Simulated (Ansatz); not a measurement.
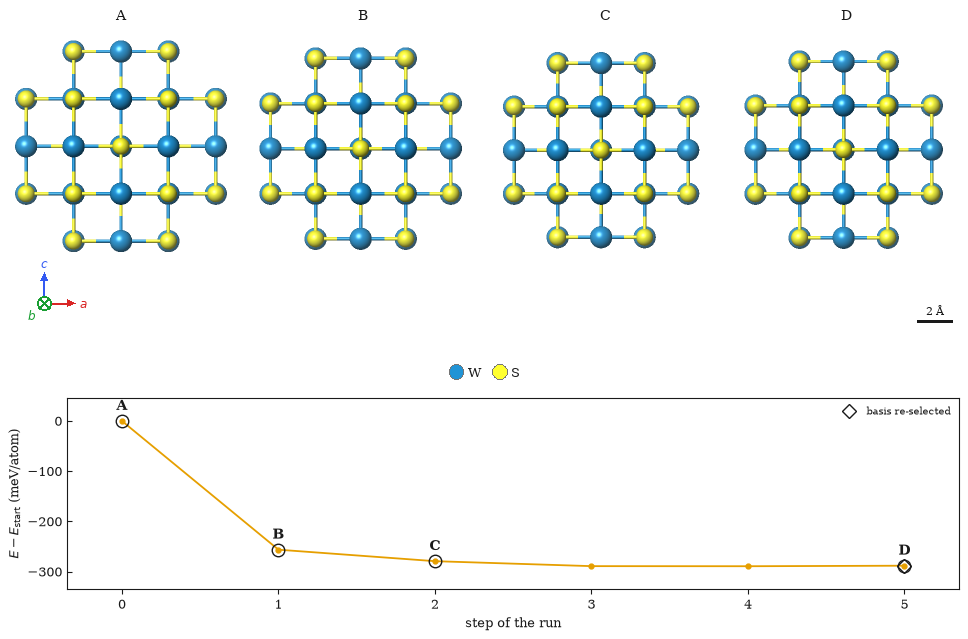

Frames of a relaxation of crystalline WS (built on the rock salt type), marked on the history of the run. Style: ball-and-stick. Shown: the conventional cell (4 times the calculation's cell), along the b axis. Lengths and directions refer to the drawn axes.

Case: no spin polarisation.

Computed with DFT r2SCAN+U, scalar-relativistic, plane waves, PAW in Ansatz. (plane-wave cutoff 500 eV; k-point mesh 14 × 14 × 14; occupations gaussian; smearing width 0.1 eV; U W 6.2 eV; no spin polarisation; cell and atoms relaxed; force threshold 0.01 eV/Å; at most 60 steps)

Describe the path.

Answer. Over 4 accepted moves (5 points after the start) the energy falls by 288 meV per atom. All forces vanish by symmetry, so only the cell relaxes. Pressure: −18.73 GPa at the start and −0.03 GPa at the end. At 1 point the geometry stayed and the basis and grid were re-selected for the new cell (energy shift of 1.1 meV per atom at most each time). The atoms keep their places relative to the cell (all moves are under 0.005 Å). Cell: a = b = c 5.460 → 5.076 Å (−7.0 %). Volume −19.7 %. Near-neighbour distances that change, for instance: S–W 2.730 → 2.538 Å. The space group stays Fm-3m (No. 225). From step 0 to 1: volume −13.9 %, energy −256 meV per atom. From step 1 to 2: volume −10.1 %, energy −22.9 meV per atom. From step 2 to 5: volume +3.8 %, energy −9.0 meV per atom.
